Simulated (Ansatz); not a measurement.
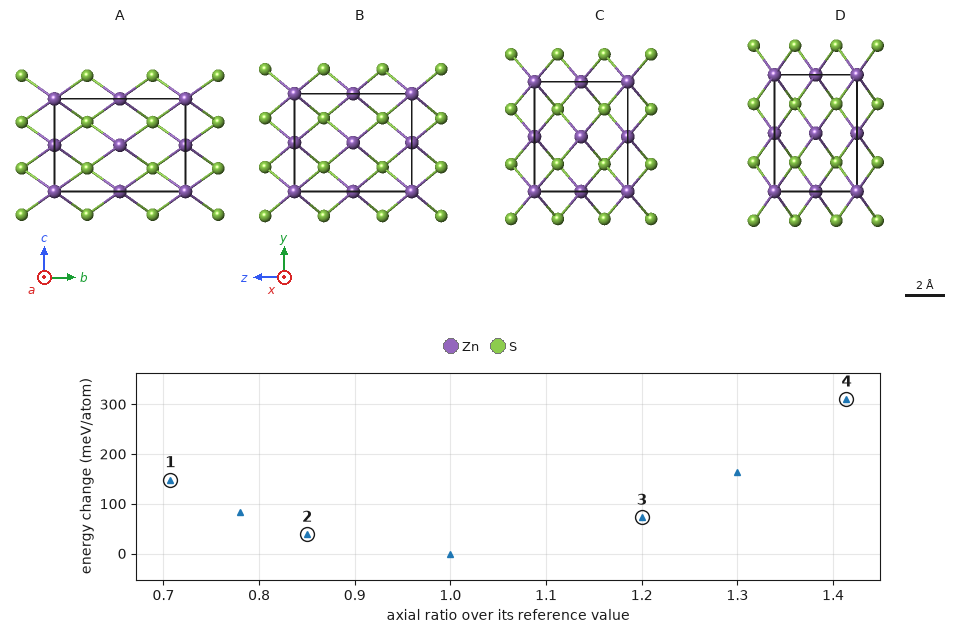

Energy scan for solid ZnS (F-43m), in which the ratio of the cell's length along z to its lengths across, counted as 1 for the reference, is changed at fixed volume (a tetragonal or Bain path), with the atoms kept at their fractional coordinates. x, y and z are the Cartesian axes of the input. The frames are shuffled; the numbered points of the plot belong to them. The picture is a ball-and-stick view of the conventional cell (4 times the calculation's cell), seen along the a axis. Lengths and directions refer to the drawn axes.

Method: Ansatz, DFT PBEsol, scalar-relativistic, plane waves, PAW. (plane-wave cutoff 420 eV; k-point mesh 10 × 10 × 10; occupations gaussian; smearing width 0.05 eV; no spin polarisation). Energies (free energies at the smearing named) are counted from the cell as listed in its source, which wasn't relaxed.

Q: Match the frames to the points.

A: Point 1 is frame D (the relative ratio 0.707, 148 meV/atom); 2 is frame C (the relative ratio 0.85, 39 meV/atom); 3 is frame B (the relative ratio 1.20, 73 meV/atom); 4 is frame A (the relative ratio 1.414, 311 meV/atom). The lowest computed point lies at the relative ratio 1.00 (0 meV/atom). At the ends of the scan the energy is 148 meV/atom (0.707) and 311 meV/atom (1.414). The unrelaxed reference is under a pressure of −2.2 GPa. The distortion takes the space group from F-43m to I-4m2. At the relative ratio 1.414 the cell of the drawing goes a 5.409 → 4.819 Å, b 5.409 → 6.815 Å, c 5.409 → 4.819 Å.
